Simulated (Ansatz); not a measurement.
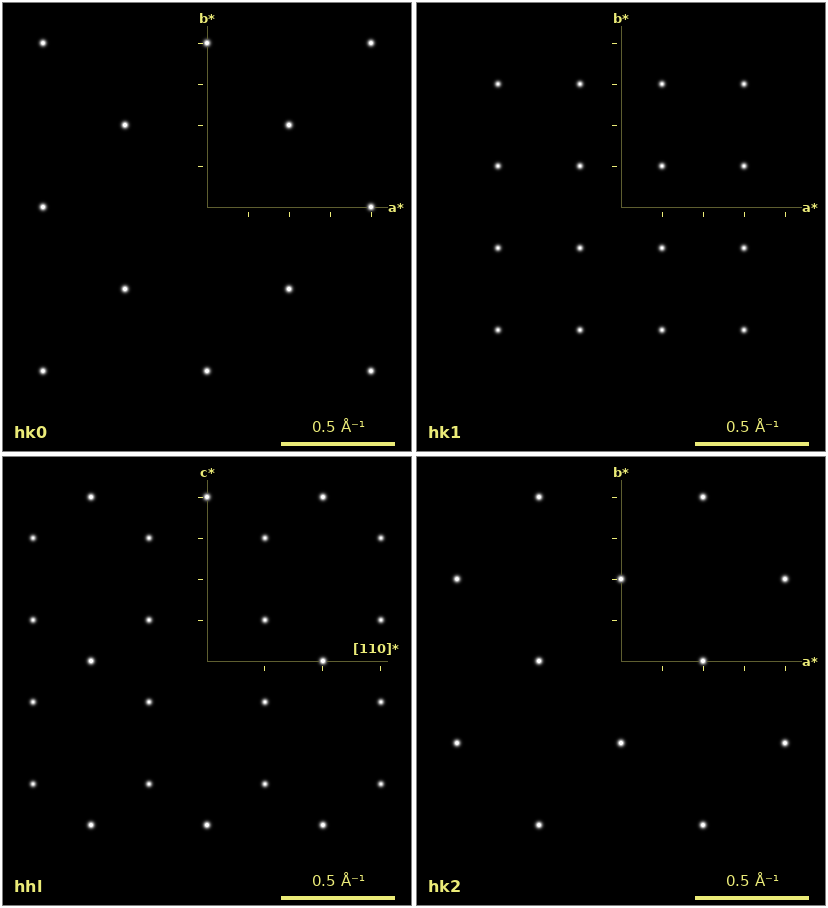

Simulated precession-type sections (neutrons; kinematic intensities, B = 0.5 Å²). The ticks mark integer indices of the conventional cell.

Read the reciprocal cell and give the direct cell.

a* = 0.183, b* = 0.183, c* = 0.183 Å⁻¹; the cell is cubic with a = 5.47 Å.

Which reflection conditions do the layers show?

Reflections are present only under these conditions. hkl: h + k = 2n, h + l = 2n; hk0: h = 2n, h + k = 4n; hhl: h + l = 2n; h00: h = 4n. The lattice is face-centred (F). Further gaps, such as 2 2 2, 4 4 2, come from atoms on special positions, not from the group's general conditions.

Which space groups fit?

The intensities have Laue symmetry m-3m (the hk0 layer shows 4mm, hk1 shows 4mm). With these conditions only Fd-3m (No. 227) fits. The compound is Si. Structure: the input geometry of an electronic-structure calculation (not necessarily at equilibrium).
